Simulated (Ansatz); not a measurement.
## Run report: WSe$_{2}$, single-point calculation (part 2 of 2)

WSe$_{2}$ (P6₃/mmc, 42 atoms in the cell); DFT PBE+D3(BJ), scalar-relativistic, plane waves, PAW, no spin polarisation (Ansatz 0.2.0); cutoff 420 eV, 2×2×2 k-mesh, Gaussian smearing of 0.01 eV. The structure derives from an entry of the Crystallography Open Database.

**Output, continued**
```
  k-point 1: bands = ["-60.9140", "-60.9140", "-60.9046", "-60.9046", "-60.9046", "-60.9046", "-60.9046", "-60.9046", "-60.9046", "-60.9046", ... 177 levels left out ..., "-25.1352", "-25.1352", "-25.1352", "-25.1352", "-25.1352", "-25.0662", "-25.0662", "-25.0662", "-25.0662", "-1.8726", "-1.8726", "-0.5857", "-0.5857", "-0.1903", "-0.1903", "-0.1903", "-0.1903", "-0.1903", "-0.1903", "-0.1903", "-0.1903", "-0.1903", "-0.1903", "-0.1903", "-0.1903", "0.2788", "0.2788", "0.2788", "0.2788",
      "0.2788", "0.2788", "0.2788", "0.2788", "0.2788", "0.2788", "0.2788", "0.2788", "6.6015", "6.6015", "7.4390", "7.4390", "7.4390", "7.4390", "7.4390", "7.4390", "7.4390", "7.4390", "7.4390", "7.4390", "7.4390", "7.4390", "8.1659", "8.1659", "8.1659", "8.1659", "8.1659", "8.1659", "8.1659", "8.1659", "8.1659", "8.1659", "8.1659", "8.1659", "8.7806", "8.7806", "8.7806", "8.7806", "8.7806", "8.7806",
      "8.7806", "8.7806", "8.7806", "8.7806", "8.7806", "8.7806", "9.8132", "9.8132", "9.8132", "9.8132", "9.8132", "9.8132", "9.8132", "9.8132", "9.8132", "9.8132", "9.8132", "9.8132", "10.6459", "10.6459", "10.6459", "10.6459", "10.6459", "10.6459", "10.6459", "10.6459", "10.6459", "10.6459", "10.6459", "10.6459", "10.6885", "10.6885", "10.7237", "10.7237", "10.7237", "10.7237", "11.2008", "11.2008", "11.2008", "11.2008",
      "11.2008", "11.2008", "11.2008", "11.2008", "11.2008", "11.2008", "11.2008", "11.2008", "11.8597", "11.8597", "11.8597", "11.8597", "12.3332", "12.3332", "12.3332", "12.3332", "12.3332", "12.3332", "12.3332", "12.3332", "12.3332", "12.3332", "12.3332", "12.3332", "13.1449", "13.1449", "14.8961", "14.8961", "14.8961", "14.8961", "14.8961", "14.8961", "14.8961", "14.8961", "14.8961", "14.8961", "14.8961", "14.8961", "15.7212", "15.7212",
      "15.7212", "15.7212", "15.7212", "15.7212", "15.7212", "15.7212", "15.7212", "15.7212", "15.7212", "15.7212", "15.9810", "15.9810", "15.9810", "15.9810", "16.1921", "16.1921", "16.1921", "16.1921", "16.3030", "16.3030", "16.3030", "16.3030", "16.3030", "16.3030", "16.3030", "16.3030", "16.3030", "16.3030", "16.3030", "16.3030", "17.4415", "17.4415", "17.4415", "17.4415", "17.4415", "17.4415", "17.4415", "17.4415", "17.4415", "17.4415",
      "17.4415", "17.4415", "18.2854", "18.2854", "19.2954", "19.2954", "19.2954", "19.2954", "19.2954", "19.2954", "19.2954"]
  k-point 2: bands = ["-60.9106", "-60.9106", "-60.9106", "-60.9106", "-60.9061", "-60.9061", "-60.9061", "-60.9061", "-60.9032", "-60.9032", ... 177 levels left out ..., "-25.1226", "-25.1126", "-25.1126", "-25.1126", "-25.1126", "-25.0856", "-25.0856", "-25.0856", "-25.0856", "-1.4770", "-1.4770", "-1.1677", "-1.1677", "-0.6114", "-0.6114", "-0.5710", "-0.5710", "-0.3473", "-0.3473", "-0.1151", "-0.1151", "-0.0793", "-0.0793", "0.1270", "0.2437", "0.2437", "0.2703", "0.3180", "0.3180",
      "0.3325", "0.4232", "0.4232", "0.4584", "0.4584", "0.4672", "0.5606", "0.5606", "6.4109", "6.7459", "6.7459", "6.7647", "7.0883", "7.0883", "7.3263", "7.3263", "7.3641", "7.3641", "7.6345", "7.6345", "7.6406", "7.7760", "7.7760", "7.8409", "7.8409", "7.8469", "7.9949", "7.9949", "8.1137", "8.1137", "8.3503", "8.3956", "8.3956", "8.6690", "8.6690", "8.8181", "8.8181", "8.9968", "8.9968", "9.1477",
      "9.1477", "9.1797", "9.1854", "9.1854", "9.2807", "9.2807", "9.3645", "9.3645", "9.4456", "9.4456", "9.5604", "9.5604", "9.7023", "9.7023", "9.9335", "9.9335", "9.9857", "9.9932", "9.9932", "10.1132", "10.2744", "10.2744", "10.3869", "10.3869", "10.6294", "10.6709", "10.6709", "10.8194", "10.8194", "10.9032", "10.9661", "10.9661", "11.0754", "11.0754", "11.0905", "11.0905", "11.1358", "11.1358", "11.1848", "11.1848",
      "11.2512", "11.2512", "11.3505", "11.3505", "11.4852", "11.4852", "11.6705", "11.6705", "11.8644", "11.9800", "12.0488", "12.1099", "12.1099", "12.1205", "12.1205", "12.1920", "12.1920", "12.2958", "12.3089", "12.3089", "12.5020", "12.5020", "12.5536", "12.5536", "12.8605", "12.8605", "14.5840", "14.5840", "14.7744", "14.7744", "15.0053", "15.0053", "15.1997", "15.1997", "15.3392", "15.3392", "15.3984", "15.3984", "15.4242", "15.4242",
      "15.4284", "15.4284", "15.4295", "15.4295", "15.5036", "15.5501", "15.6239", "15.6257", "15.6257", "15.7831", "15.7831", "15.7933", "15.7933", "15.7988", "15.7988", "15.9056", "15.9056", "16.0161", "16.0161", "16.0381", "16.2695", "16.2695", "16.2724", "16.6458", "16.6458", "16.6492", "16.6492", "16.7307", "16.7307", "16.9393", "16.9393", "16.9816", "16.9816", "17.0902", "17.2480", "17.2617", "17.2617", "17.6049", "17.6937", "17.6937",
      "17.7548", "17.7861", "18.2339", "18.2339", "18.3412", "18.3412", "18.9788", "18.9788", "19.0024", "19.0024", "19.5583"]
  k-point 3: bands = ["-60.9106", "-60.9106", "-60.9106", "-60.9106", "-60.9061", "-60.9061", "-60.9061", "-60.9061", "-60.9032", "-60.9032", ... 177 levels left out ..., "-25.1227", "-25.1126", "-25.1126", "-25.1126", "-25.1126", "-25.0856", "-25.0856", "-25.0856", "-25.0856", "-1.3548", "-1.3548", "-1.3548", "-1.3548", "-0.5143", "-0.5143", "-0.5143", "-0.5143", "-0.3125", "-0.3125", "-0.3125", "-0.3125", "0.1169", "0.1169", "0.1169", "0.1169", "0.1767", "0.1767", "0.3533", "0.3533",
      "0.3533", "0.3533", "0.4218", "0.4218", "0.5268", "0.5268", "0.5268", "0.5268", "6.5739", "6.5739", "7.2074", "7.2074", "7.2074", "7.2074", "7.2123", "7.2123", "7.2123", "7.2123", "7.5784", "7.5784", "7.5784", "7.5784", "7.6828", "7.6828", "7.6969", "7.6969", "7.6969", "7.6969", "8.2070", "8.2070", "8.2070", "8.2070", "8.7886", "8.7886", "8.7886", "8.7886", "8.8481", "8.8481", "8.9857", "8.9857",
      "8.9857", "8.9857", "9.4004", "9.4004", "9.4004", "9.4004", "9.5167", "9.5167", "9.5167", "9.5167", "9.9877", "9.9877", "9.9877", "9.9877", "10.0117", "10.0117", "10.0117", "10.0117", "10.0459", "10.0459", "10.1714", "10.1714", "10.1714", "10.1714", "10.7229", "10.7229", "10.7229", "10.7229", "10.7242", "10.7242", "10.8539", "10.8539", "10.8539", "10.8539", "11.1095", "11.1095", "11.1095", "11.1095", "11.1688", "11.1688",
      "11.1688", "11.1688", "11.4057", "11.4057", "11.4057", "11.4057", "11.7539", "11.7539", "11.7539", "11.7539", "11.9805", "11.9805", "12.1226", "12.1226", "12.1226", "12.1226", "12.1380", "12.1380", "12.4889", "12.4889", "12.4889", "12.4889", "12.7080", "12.7080", "12.7080", "12.7080", "14.9476", "14.9476", "14.9476", "14.9476", "15.1069", "15.1069", "15.1069", "15.1069", "15.1070", "15.1070", "15.1070", "15.1070", "15.4881", "15.4881",
      "15.4881", "15.4881", "15.5229", "15.5229", "15.5844", "15.5844", "15.5844", "15.5844", "15.8326", "15.8326", "15.8326", "15.8326", "15.8664", "15.8664", "15.8664", "15.8664", "15.8690", "15.8690", "16.2922", "16.2922", "16.2922", "16.2922", "16.3988", "16.3988", "16.3988", "16.3988", "16.7052", "16.7052", "16.7996", "16.7996", "16.7996", "16.7996", "17.2975", "17.2975", "17.2975", "17.2975", "17.4142", "17.4142", "17.5530", "17.5530",
      "17.5530", "17.5530", "17.6201", "17.6201", "18.9357", "18.9357", "18.9357", "18.9357", "19.2542", "19.2542", "19.2542"]
```

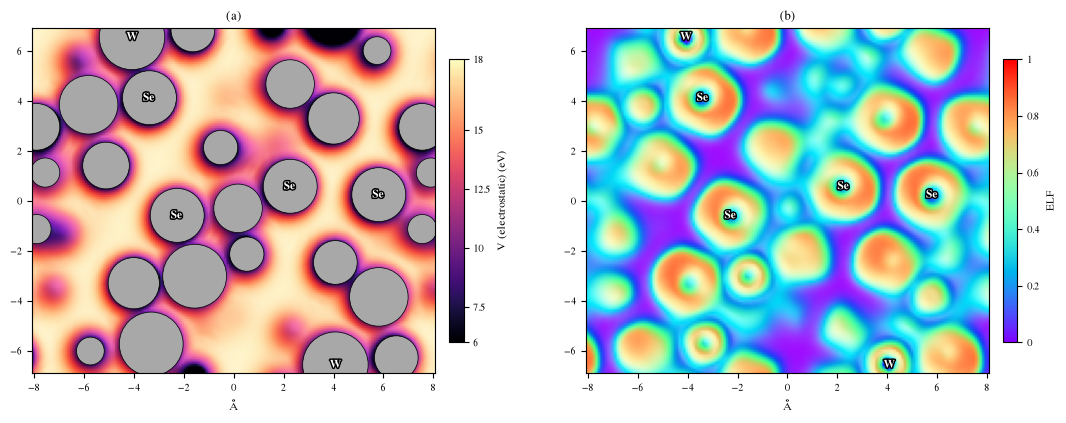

Fig. 1: (a) electrostatic potential (local pseudopotential plus Hartree) felt by an electron; (b) electron localisation function on the (111) plane of the calculation cell. Grey discs, where drawn, cover atomic cores. Atoms in the plane: W and Se. W–Se (2.53 Å): the ELF is about 0.55 at the midpoint. The strong features right at W lie inside the PAW spheres (semicore, d or f shells) and say nothing about bonding. Outside the cores the potential energy rises away from the atoms and is highest about 2.3 Å from the nearest atoms; outside the discs it spans about 11 eV, and its zero is arbitrary. In a PAW calculation such maps are meaningful between the atoms, not at the nuclei.

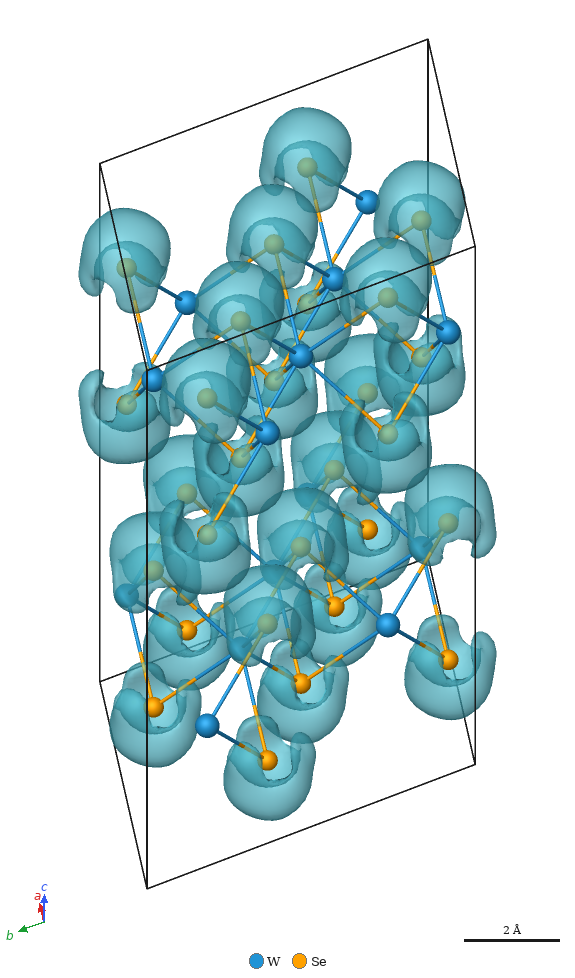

Fig. 2: Isosurface of the electron localisation function at 0.75 (cyan), seen at an oblique angle. Only the valence region is drawn (cores and ρ < 0.01 e/Å³ removed). Sticks mark near contacts. The outline is the calculation cell. Along the contacts the grid gives the following. W–Se (2.53 Å): the ELF is about 0.55 at the midpoint.
